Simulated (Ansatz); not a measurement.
**MgO: density, localisation and related maps**

```
Mg O
1.0
     4.20434    0.00000    0.00000
     0.00000    4.20434    0.00000
     0.00000    0.00000    4.20434
Mg O
4 4
Direct
  0.00000 0.00000 0.00000
  0.50000 0.50000 0.00000
  0.50000 0.00000 0.50000
  0.00000 0.50000 0.50000
  0.50000 0.00000 0.00000
  0.00000 0.50000 0.00000
  0.00000 0.00000 0.50000
  0.50000 0.50000 0.50000
```

Space group Fm-3m.

Theory: DFT r2SCAN, scalar-relativistic, plane waves, PAW (Ansatz).

Core electrons are frozen (PAW), and the valence fields are smoothed inside the atomic spheres.

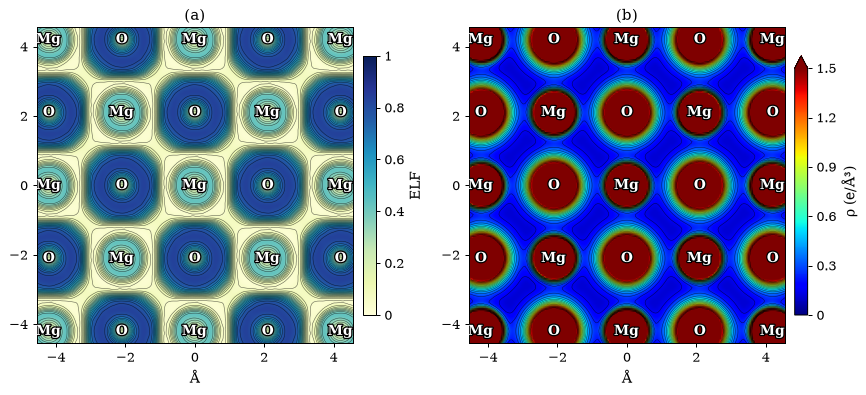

Figure 1. (a) electron localisation function; (b) valence charge density (pseudo) on the (010) plane of the conventional cell.

**Interpret the plot.**

The plane passes through Mg and O nuclei.
Mg–O (2.10 Å): ρ at the midpoint is about 0.34 e/Å³; the ELF peaks at about 0.85 in the valence shell of O, 0.6 Å from its nucleus, and is about 0.35 at the midpoint; a closed-shell, largely ionic contact.
Between the atoms the lowest density in this plane is 0.11 e/Å³.

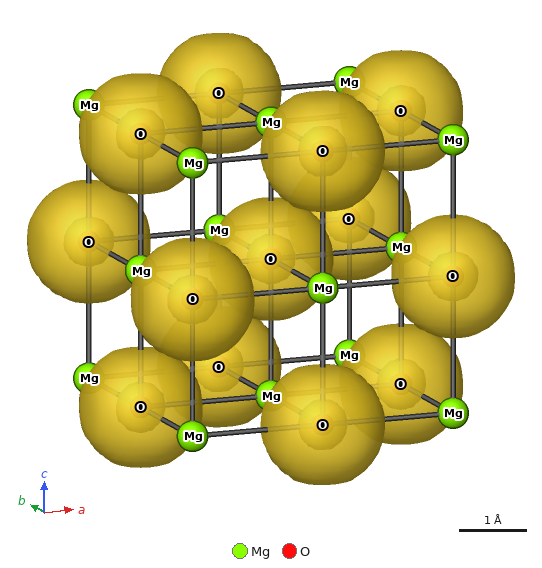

Figure 2. Isosurface of the electron localisation function at 0.7 (yellow), seen slightly off an axis. Only the valence region is drawn (cores and ρ < 0.01 e/Å³ removed). Sticks mark near contacts.

**Where are the electrons localised?**

The surface consists of four regions wrapped around O (the valence shell of each), counted in one cell of 8 atoms. Regions shared between cells count once.

**What Bader charges does the calculation give?**

Electrons move from Mg towards O. Bader charges: Mg +1.74 and O −1.74 e.

**Does the calculation make it a metal, or give it a gap?**

It is gapped, with a Kohn–Sham gap of 5.7 eV on the k-point mesh, an upper bound to the gap of this method.
